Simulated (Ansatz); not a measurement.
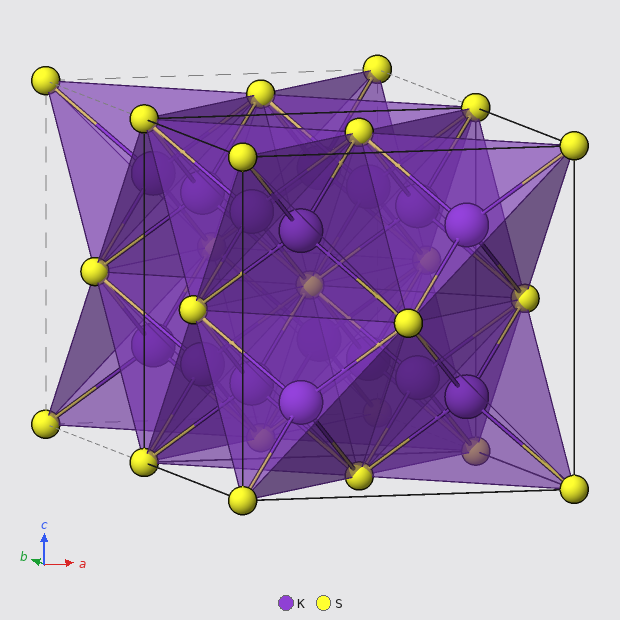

Polyhedra are drawn about K (bonds: K–S below 3.6 Å); other atoms are plain spheres.

System K2S (space group Fm-3m, No. 225); source of the atomic positions: a calculation's input that goes back to an entry of the Crystallography Open Database (an earlier step may have relaxed or displaced it).

Sharing among the drawn polyhedra:

| site | polyhedron | corner-sharing neighbours | edge-sharing | face-sharing | bond (Å) |
| --- | --- | --- | --- | --- | --- |
| K | KS4 tetrahedron | 16 | 6 | 0 | 3.23 |

They form a three-dimensional framework of corner- and edge-sharing tetrahedra.
